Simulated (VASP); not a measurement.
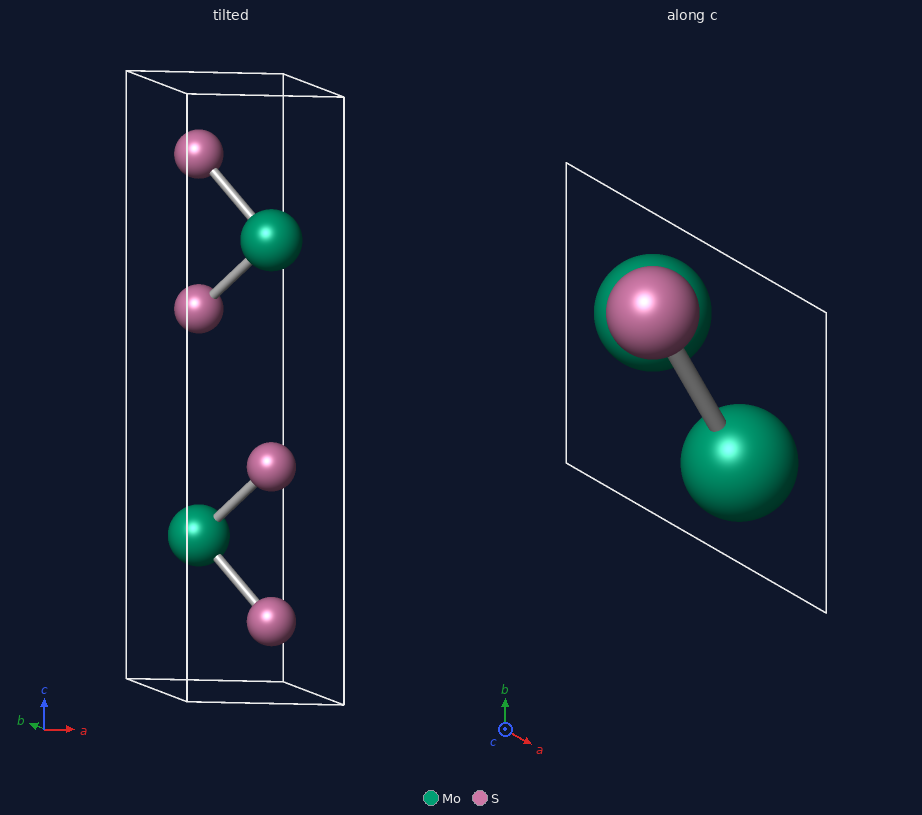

MoS₂, 2H molybdenite (MoS₂) type, space group P6₃/mmc (No. 194), a = 3.161 Å, b = 3.161 Å, c = 12.295 Å, α = 90.00°, β = 90.00°, γ = 120.00°. Structure drawing (ball-and-stick), viewed slightly off an axis and along the c axis. The conventional unit cell is drawn as a box. This one geometry was run with six functionals. The cell is a cell made by a generator, which needn't be a real form of the compound. The cell was built by a generator and isn't the measured one.

Alike in all runs: VASP 6.6.1; cutoff 520 eV; k mesh 8 × 8 × 2 on the run's cell of 6 atoms; occupations fermi-dirac, width 0.05 eV; no spin polarisation; no spin-orbit coupling. LDA runs use LDA potentials, the others PBE ones.

| level | pressure (GPa) | gap (eV) |
| --- | --- | --- |
| SCAN | ? | ? |
| LDA | -4.8 | 0.91 |
| optB86b-vdW | 1.0 | 0.96 |
| PBE+D4 | -1.0 | 0.99 |
| PBEsol | -2.2 | 0.95 |
| vdW-DF2 | 13.4 | 0.97 |

Fill in the row of SCAN.

Pressure 0.5 GPa; gap 1.10 eV. That is between PBE+D4 and optB86b-vdW in pressure.

Gaps are the least found on the k-mesh, which misses some points of high symmetry; where the band edges lie there, the true gap is smaller, at times by an eV.

Caveat: rows whose functional differs from that of their potentials carry a shift in pressure and volume, which can reorder them; GGAs such as PBE, without a dispersion term, bind van der Waals layers too weakly, while LDA tends to overbind them; semilocal functionals give gaps below the measured ones.
